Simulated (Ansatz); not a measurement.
**Sn9O16 (charge +3): geometry relaxation (part 3 of 3)**

Continued. System: Sn9O16 (defect cell, 25 atoms in the cell, total charge +3). Method: DFT PBE, scalar-relativistic, plane waves, PAW, spin-polarised (Ansatz 0.2.0); cutoff 420 eV, 3×3×3 k-mesh, Gaussian smearing of 0.01 eV, collinear spins. The structure derives from a Materials Project entry. It belongs to a series of runs on one base structure; here: Sn interstitial, charge +3, atoms relaxed at the host's cell.

## Output, continued
```
  k-point 13 ↓: bands = ["-11.2017", "-11.0017", "-10.8915", "-10.7859", "-10.7235", "-10.6733", "-10.5930", "-10.5652", "-10.5138", "-10.4756", "-10.3164", "-10.2521", "-10.2355", "-10.1700", "-10.1227", "-10.0678", "-10.0297", "-9.9994", "-9.9737", "-9.9616", "-9.9527", "-9.9244", "-9.9101", "-9.8961", "-9.8941", "-9.8731", "-9.8499", "-9.8280", "-9.7905", "-9.7838", "-9.7759", "-9.7376", "-9.7310", "-9.7242", "-9.7207", "-9.7052", "-9.6932", "-9.6871", "-9.6731", "-9.6653", "-9.6496", "-9.6469", "-9.6372", "-9.6333", "-9.6199", "-8.4870", "-8.1369", "-7.9783", "-7.7748", "-7.5472", "-7.4698", "-7.3941", "-6.9165", "-6.4332", "-6.3953", "-6.1284", "-6.0290", "-5.8119", "-5.7790", "-5.5607", "-5.5458", "2.4918", "2.7007", "2.7695", "2.9746", "3.3389", "3.7479", "3.8683", "4.0787", "4.4047", "4.8300", "4.9063", "5.0258", "5.1980", "5.4371", "5.6155", "5.7842", "5.9804", "6.0385", "6.2535", "6.4711", "6.6236", "6.8442", "7.1319", "7.2574", "7.3574", "7.5746", "7.6282", "7.7388", "7.8649", "7.9431", "8.0223", "8.1650", "8.2516", "8.3285", "8.4356", "8.5126", "8.5655", "8.6142", "8.6511", "8.7184", "8.7850", "8.8858", "8.9469", "9.0050", "9.1160", "9.2535", "9.2830", "9.4628", "12.9837", "13.6440", "13.9883", "14.3858", "14.4468", "14.8232", "14.9532", "15.3065", "15.6899", "16.5125", "16.9351", "17.2012", "17.3367", "17.4631", "17.6169", "18.2160", "18.4518", "18.7022", "18.9413", "19.1431", "19.4590", "19.7530", "19.8586", "20.0371", "20.1480", "20.4431"]
--- Relaxed structure (5 steps of the walk, 5 accepted, 0 SCFs on fresh bases) ---
  F+E_penalty+E_count = -63327.72976334 eV   max|allowed force component| = 9.521e-3 eV/Å
  atoms:
    - { symbol: Sn, position: [0.17347285762708753, 0.6009687426737131, 0.25118431988770373] }
    - { symbol: Sn, position: [0.37487040619280015, 0.8854787845400462, 0.7511773959704778] }
    - { symbol: Sn, position: [0.5760835383452023, 0.17002422129426992, 0.25118208035709966] }
    - { symbol: Sn, position: [0.8748922494606012, 0.38553378237210567, 0.7511842782394482] }
    - { symbol: Sn, position: [0.0008428712943738233, 0.01702164774548328, -0.012691049263570472] }
    - { symbol: Sn, position: [0.26473370280415426, 0.28084522702506065, 0.5150570565463791] }
    - { symbol: Sn, position: [0.48500146089906043, 0.4901399743950035, -0.01264921571109175] }
    - { symbol: Sn, position: [0.7488207138400587, 0.7540137100277299, 0.5150111716191996] }
    - { symbol: O, position: [0.1250004734776507, 0.31403206783699517, 0.25119376900909063] }
    - { symbol: O, position: [0.3517275643717617, 0.5872289611646487, 0.7585054282826941] }
    - { symbol: O, position: [0.5848850106172659, 0.8357362538255803, 0.2511787986623009] }
    - { symbol: O, position: [0.844442576675901, 0.07994690948736871, 0.7438492404248862] }
    - { symbol: O, position: [0.1647947679016482, 0.9352692626559074, 0.2511780590856737] }
    - { symbol: O, position: [0.39795949760510374, 0.18375939766485938, 0.7438905490009071] }
    - { symbol: O, position: [0.6249025457684262, 0.4569256329674878, 0.2511877996872801] }
    - { symbol: O, position: [0.9052641907157066, 0.6911030521127542, 0.7584765276346916] }
    - { symbol: O, position: [0.18798904489260562, 0.46942442876143553, -0.014363809840932417] }
    - { symbol: O, position: [0.45353452358522084, 0.7349804764360514, 0.5167371113342225] }
    - { symbol: O, position: [0.7077017079245194, -0.005305479177773999, 0.026585375731415214] }
    - { symbol: O, position: [0.9322974437422599, 0.21925782206698394, 0.47575622464912987] }
    - { symbol: O, position: [0.817411473855436, 0.5517687944118869, 0.026593849104809927] }
    - { symbol: O, position: [0.04198011528885992, 0.7763632132295789, 0.47574545307356186] }
    - { symbol: O, position: [0.29612981467176774, 0.036023135914868526, -0.014441266026576196] }
    - { symbol: O, position: [0.5617625649270089, 0.3016498002262221, 0.5168116377403225] }
    - { symbol: Sn, position: [0.8748250877155189, -0.11445870915826703, 0.2511615591008765] }
--- Löwdin populations: 25 sites ---
  site symbol       q [e]    m [muB]
     0     Sn     12.2536    -0.0000
     1     Sn     12.2129    -0.0000
     2     Sn     12.2537    -0.0000
     3     Sn     12.2129    -0.0000
     4     Sn     12.2433    -0.0000
     5     Sn     12.2433    -0.0000
     6     Sn     12.2433     0.0000
     7     Sn     12.2433     0.0000
     8      O      6.7475     0.0000
     9      O      6.7395    -0.0000
    10      O      6.7032    -0.0000
    11      O      6.7395    -0.0000
    12      O      6.7032    -0.0000
    13      O      6.7395    -0.0000
    14      O      6.7475    -0.0000
    15      O      6.7395    -0.0000
    16      O      6.7375    -0.0000
    17      O      6.7375    -0.0000
    18      O      6.7319    -0.0000
    19      O      6.7319    -0.0000
    20      O      6.7319    -0.0000
    21      O      6.7319    -0.0000
    22      O      6.7375     0.0000
    23      O      6.7375     0.0000
    24     Sn     12.3386     0.0000
  spilling = 0.004648 (of n_electrons = 219.000000)
```

## File populations.tsv
```
# site	symbol	l	j	q_up	q_dn
# orbitals = lowdin
# n_electrons = 219.000000
# spilling = 0.004648
0	Sn	0_5S	-	0.458375	0.458375
0	Sn	1_5P	-	0.673534	0.673534
0	Sn	2_4D	-	4.994871	4.994871
1	Sn	0_5S	-	0.457594	0.457594
1	Sn	1_5P	-	0.652929	0.652929
1	Sn	2_4D	-	4.995933	4.995933
2	Sn	0_5S	-	0.458472	0.458472
2	Sn	1_5P	-	0.673507	0.673507
2	Sn	2_4D	-	4.994867	4.994867
3	Sn	0_5S	-	0.457596	0.457596
3	Sn	1_5P	-	0.652929	0.652929
3	Sn	2_4D	-	4.995933	4.995933
4	Sn	0_5S	-	0.452848	0.452848
4	Sn	1_5P	-	0.672851	0.672851
4	Sn	2_4D	-	4.995967	4.995967
5	Sn	0_5S	-	0.452840	0.452840
5	Sn	1_5P	-	0.672850	0.672850
5	Sn	2_4D	-	4.995968	4.995968
6	Sn	0_5S	-	0.452842	0.452842
6	Sn	1_5P	-	0.672848	0.672848
6	Sn	2_4D	-	4.995968	4.995968
7	Sn	0_5S	-	0.452834	0.452834
7	Sn	1_5P	-	0.672845	0.672845
7	Sn	2_4D	-	4.995968	4.995968
8	O	0_2S	-	0.857024	0.857024
8	O	1_2P	-	2.516738	2.516738
9	O	0_2S	-	0.862766	0.862766
9	O	1_2P	-	2.506988	2.506988
10	O	0_2S	-	0.889049	0.889049
10	O	1_2P	-	2.462545	2.462545
11	O	0_2S	-	0.862760	0.862760
11	O	1_2P	-	2.506995	2.506995
12	O	0_2S	-	0.889059	0.889059
12	O	1_2P	-	2.462549	2.462549
13	O	0_2S	-	0.862753	0.862753
13	O	1_2P	-	2.506998	2.506998
14	O	0_2S	-	0.857042	0.857042
14	O	1_2P	-	2.516703	2.516703
15	O	0_2S	-	0.862755	0.862755
15	O	1_2P	-	2.506996	2.506996
16	O	0_2S	-	0.855723	0.855723
16	O	1_2P	-	2.513042	2.513042
17	O	0_2S	-	0.855718	0.855718
17	O	1_2P	-	2.513054	2.513054
18	O	0_2S	-	0.880850	0.880850
18	O	1_2P	-	2.485101	2.485101
19	O	0_2S	-	0.880851	0.880851
19	O	1_2P	-	2.485107	2.485107
20	O	0_2S	-	0.880851	0.880851
20	O	1_2P	-	2.485100	2.485100
21	O	0_2S	-	0.880851	0.880851
21	O	1_2P	-	2.485108	2.485108
22	O	0_2S	-	0.855727	0.855727
22	O	1_2P	-	2.513015	2.513015
23	O	0_2S	-	0.855722	0.855722
23	O	1_2P	-	2.513025	2.513025
24	Sn	0_5S	-	0.444799	0.444799
24	Sn	1_5P	-	0.728669	0.728669
24	Sn	2_4D	-	4.995847	4.995847
```

## Trajectory as extended XYZ (Å, eV, eV/Å), 4 of the 5 frames kept, from step=1 to step=5
```
25
Lattice="-4.8272 -4.8272 0.0000 4.8272 -4.8272 0.0000 0.0000 4.8272 6.4763" Properties=species:S:1:pos:R:3:forces:R:3 step=1 energy=-63326.96074
Sn    2.2078   -2.4870    1.6255   -0.0214   0.0756  -0.0459
Sn    2.4215   -2.4734    4.8396   -0.1770  -0.1000  -0.1991
Sn   -1.7446   -2.1260    1.6393    0.5430   0.1609  -0.3755
Sn   -2.4041   -2.4728    4.8883   -0.1231  -0.1336   0.3800
Sn    0.1122   -0.1621   -0.1626    0.1449   0.1430   0.0621
Sn    0.1126   -0.1611    3.4136    0.1491   0.0253   0.0276
Sn   -0.0834   -4.7073   -0.0220   -0.0058  -0.0932  -0.4939
Sn   -0.0833   -4.7078    3.2731   -0.0088   0.0115   0.5218
O     0.8212   -0.9956    1.6254   -0.2460  -0.0642   0.0020
O     1.1407   -0.8545    5.0259   -0.0606   0.0026  -0.0578
O     1.0255   -5.4285    1.6252    0.8017  -1.1291   0.0402
O    -3.6857   -0.8545    4.7019   -0.0363  -0.0560  -0.0064
O     3.8249   -4.0538    1.6359   -0.1948  -0.2625  -0.0220
O    -1.1198    0.7232    4.8333    0.0809   0.0319  -0.0536
O    -1.0861   -4.0100    1.6256   -0.0182   0.2329  -0.0016
O    -1.1191   -4.1039    4.8945    0.0626   0.0180   0.0149
O     1.3410   -3.2172   -0.0361   -0.0733  -0.0727   0.0029
O     1.3410   -3.2179    3.2869   -0.0699  -0.0535  -0.0121
O    -3.5059   -3.3543    0.0013    0.3371   0.5883   0.4558
O    -3.4697   -3.3838    3.2362    0.3094   0.7566  -0.3189
O    -1.2544   -6.5258    0.1799    0.1538   0.0459   0.0703
O     3.5729   -1.6990    3.0709    0.2238   0.0558  -0.0314
O    -1.1143   -1.7429   -0.2619   -0.5081  -0.2052   0.9257
O    -1.1131   -1.7426    3.5132   -0.4332  -0.1652  -0.6694
Sn   -4.5063   -2.5165    1.6441   -0.8297   0.1868  -0.2153
25
Lattice="-4.8272 -4.8272 0.0000 4.8272 -4.8272 0.0000 0.0000 4.8272 6.4763" Properties=species:S:1:pos:R:3:forces:R:3 step=2 energy=-63327.29671
Sn    2.1908   -2.4800    1.6263   -0.5911   0.0008   0.0562
Sn    2.4229   -2.4759    4.8429    0.0469  -0.0760  -0.1084
Sn   -1.7193   -2.1318    1.6247   -0.1936   0.0388   0.0106
Sn   -2.4023   -2.4773    4.8951    0.0122  -0.0697  -0.0620
Sn    0.1233   -0.1321   -0.1476    0.0305  -0.2683  -0.3148
Sn    0.1188   -0.1317    3.4003    0.0300  -0.2324   0.2825
Sn   -0.0528   -4.7397   -0.0294    0.0976   0.0922  -0.2428
Sn   -0.0521   -4.7326    3.2820    0.0932   0.0158   0.2253
O     0.7830   -1.0096    1.6270   -0.0235  -0.0090  -0.0117
O     1.1488   -0.8554    4.9954   -0.0854   0.0397  -0.0263
O     1.0753   -5.5352    1.6273    0.6347  -0.7037  -0.0211
O    -3.6790   -0.8607    4.7293   -0.1032   0.0917   0.0843
O     3.7485   -4.1031    1.6313    0.1205   0.0350  -0.0390
O    -1.0922    0.7384    4.8404    0.0047   0.0962  -0.0335
O    -1.0292   -4.0036    1.6242    0.0542   0.0009   0.0153
O    -1.0920   -4.0905    4.8899    0.0085   0.1146   0.0607
O     1.3445   -3.2336   -0.0346   -0.0558  -0.0560   0.0218
O     1.3459   -3.2273    3.2906   -0.0769  -0.0785  -0.0136
O    -3.4772   -3.3130    0.0511    0.2024   0.2915   0.4252
O    -3.4738   -3.3127    3.1996    0.1958   0.2373  -0.3918
O    -1.2728   -6.5161    0.1781    0.2074  -0.0507   0.1186
O     3.5642   -1.6922    3.0752    0.1450  -0.0212  -0.1351
O    -1.1420   -1.7064   -0.2366   -0.3890  -0.0753   0.4314
O    -1.1477   -1.7082    3.4855   -0.3493  -0.0511  -0.3643
Sn   -4.6019   -2.5447    1.6291   -0.0156   0.6373   0.0324
25
Lattice="-4.8272 -4.8272 0.0000 4.8272 -4.8272 0.0000 0.0000 4.8272 6.4763" Properties=species:S:1:pos:R:3:forces:R:3 step=4 energy=-63327.72833
Sn    2.0638   -2.5306    1.6268    0.0371  -0.0128   0.0024
Sn    2.4626   -2.4601    4.8649    0.0003   0.0063  -0.0013
Sn   -1.9504   -2.3759    1.6271   -0.0576   0.0034  -0.0020
Sn   -2.3642   -2.4593    4.8653    0.0066   0.0079  -0.0027
Sn    0.0835   -0.1468   -0.0840    0.0006   0.0035  -0.0030
Sn    0.0843   -0.1463    3.3372   -0.0016  -0.0055   0.0038
Sn    0.0190   -4.7676   -0.0808    0.0014  -0.0077  -0.0050
Sn    0.0181   -4.7677    3.3341    0.0037  -0.0028   0.0045
O     0.9062   -0.9178    1.6266   -0.0271   0.0517  -0.0002
O     1.1393   -0.8690    4.9157   -0.0100  -0.0083   0.0083
O     1.2104   -5.6428    1.6270   -0.0120  -0.0032  -0.0010
O    -3.6886   -0.8692    4.8137   -0.0093  -0.0089  -0.0060
O     3.7209   -4.0979    1.6267    0.0130  -0.0031   0.0003
O    -1.0356    0.7816    4.8164    0.0099   0.0086  -0.0098
O    -0.8196   -4.0074    1.6266    0.0480  -0.0434  -0.0006
O    -1.0370   -4.0462    4.9129    0.0130   0.0080   0.0133
O     1.3535   -3.2421   -0.0934    0.0080   0.0002   0.0062
O     1.3530   -3.2425    3.3469    0.0112   0.0023  -0.0055
O    -3.4350   -3.2654    0.1743   -0.0303   0.0241   0.0008
O    -3.4337   -3.2653    3.0790   -0.0360   0.0252  -0.0003
O    -1.2860   -6.4807    0.1752    0.0298  -0.0215  -0.0028
O     3.5404   -1.6539    3.0779    0.0332  -0.0196   0.0050
O    -1.2514   -1.6714   -0.0992   -0.0133  -0.0060   0.0149
O    -1.2508   -1.6710    3.3529   -0.0139  -0.0056  -0.0132
Sn   -4.7710   -2.4597    1.6271   -0.0046   0.0078  -0.0059
25
Lattice="-4.8272 -4.8272 0.0000 4.8272 -4.8272 0.0000 0.0000 4.8272 6.4763" Properties=species:S:1:pos:R:3:forces:R:3 step=5 energy=-63327.72976
Sn    2.0636   -2.5259    1.6267   -0.0007   0.0064   0.0002
Sn    2.4648   -2.4579    4.8649    0.0010  -0.0002  -0.0002
Sn   -1.9601   -2.3891    1.6267    0.0010  -0.0095   0.0003
Sn   -2.3622   -2.4582    4.8649   -0.0008  -0.0004   0.0003
Sn    0.0781   -0.1475   -0.0822    0.0034   0.0033  -0.0044
Sn    0.0778   -0.1473    3.3357    0.0044   0.0045   0.0037
Sn    0.0248   -4.7683   -0.0819   -0.0047  -0.0028  -0.0047
Sn    0.0251   -4.7684    3.3354   -0.0055  -0.0035   0.0042
O     0.9125   -0.9067    1.6268    0.0063  -0.0038   0.0001
O     1.1368   -0.8711    4.9123    0.0017  -0.0030  -0.0039
O     1.2109   -5.6451    1.6267   -0.0017  -0.0004  -0.0003
O    -3.6904   -0.8715    4.8174    0.0019  -0.0019   0.0042
O     3.7192   -4.0977    1.6267    0.0018  -0.0002  -0.0002
O    -1.0340    0.7828    4.8177   -0.0017   0.0019   0.0035
O    -0.8109   -4.0097    1.6268   -0.0045   0.0043   0.0004
O    -1.0338   -4.0447    4.9121   -0.0022   0.0031  -0.0037
O     1.3585   -3.2428   -0.0930   -0.0022   0.0009   0.0050
O     1.3586   -3.2428    3.3465   -0.0026   0.0010  -0.0052
O    -3.4418   -3.2623    0.1722    0.0014   0.0016   0.0042
O    -3.4420   -3.2622    3.0811    0.0025   0.0011  -0.0038
O    -1.2823   -6.4809    0.1722   -0.0014  -0.0013   0.0042
O     3.5450   -1.6538    3.0811   -0.0024  -0.0009  -0.0038
O    -1.2556   -1.6731   -0.0935    0.0029   0.0004   0.0064
O    -1.2556   -1.6731    3.3470    0.0029   0.0001  -0.0065
Sn   -4.7755   -2.4580    1.6266   -0.0009  -0.0006   0.0001
```

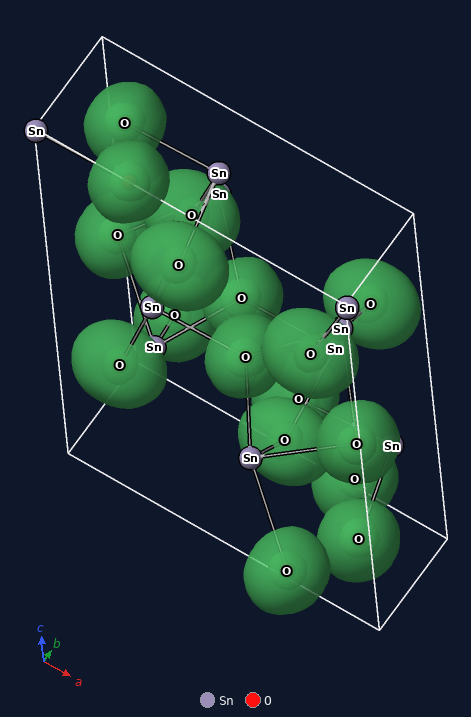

Fig. 1: Isosurface of the ELF at 0.7 (green), seen slightly off an axis. Core shells and regions of very low density are left out. Sticks mark near contacts. The outline is the calculation cell. Along the contacts the grid gives the following. Sn–O (1.99 Å): the ELF is about 0.25 at the midpoint; no shared pair; the contact is polar. Sn–Sn (2.82 Å): the ELF is about 0.15 at the midpoint (no localised pair between them). The fields are those of the smooth PAW valence density.

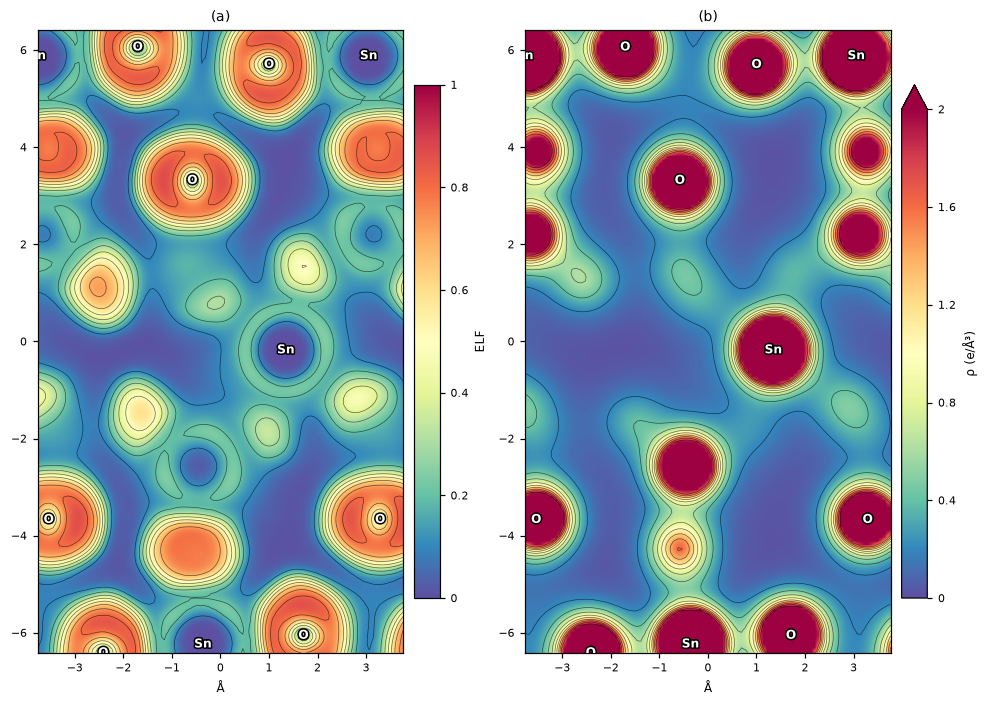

Fig. 2: (a) ELF; (b) valence electron density on the (101) plane of the calculation cell. The section cuts through Sn and O sites. Sn–O (2.07 Å): ρ at the midpoint is about 0.64 e/Å³; the ELF is about 0.25 at the midpoint; a polar contact without a shared pair, in a metal. Away from the nuclei the density in this plane falls to 0.02 e/Å³ at its lowest.

## Results in brief

```csv
quantity,value
outcome,converged
electrons treated,219
free energy,−63327.7298 eV
Fermi energy,12.391 eV
gap on the k-point mesh,none (metallic)
net moment of the cell,0.00 μB
integrated absolute moment,0.00 μB
final volume,301.82 Å³
largest force (length of the vector) at the end,0.010 eV/Å
wall time,9.1 min (CPU time 34 min)
peak memory,1.6 GiB
```

The program warns: some starting moments were not kept. The cell is charged and computed with a neutralising background, so its energy and pressure depend on the cell and aren't those of a real crystal.
